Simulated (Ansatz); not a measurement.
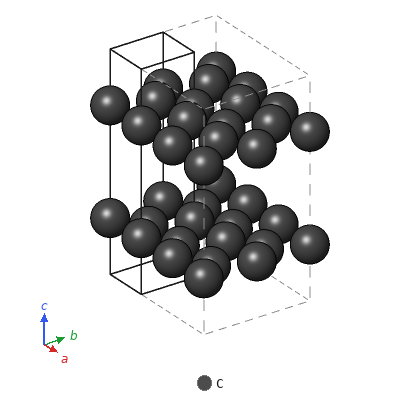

C, space group P6_3/mmc (No. 194), a = 2.465 Å, b = 2.465 Å, c = 6.741 Å, α = 90.00°, β = 90.00°, γ = 120.00°. Source: the end point of a relaxation with Ansatz, DFT PBE+D3(BJ), scalar-relativistic, plane waves, PAW. Forms under 0.4 % of the area are left out.

Question: Estimate the growth shape by the BFDH rule (face distance proportional to 1/d, absences counted).

Answer: The forms computed, by share of the surface:

| form | faces | d (Å) | share of area (%) |
| --- | --- | --- | --- |
| {002} | 2 | 3.370 | 39.0 |
| {100} | 6 | 2.135 | 30.5 |
| {101} | 12 | 2.035 | 30.4 |

Widths along a, b and c stand as 1.00 : 1.00 : 0.55.

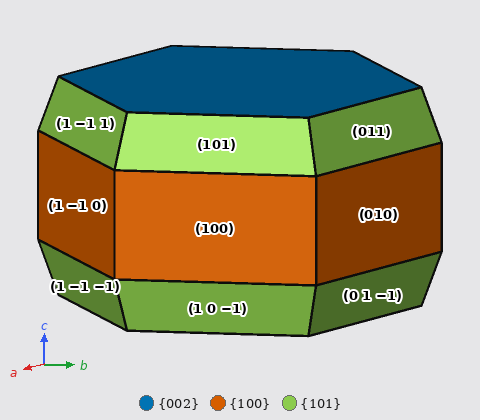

The computed shape, faces indexed. The rule is geometric and ignores bonding and growth conditions.
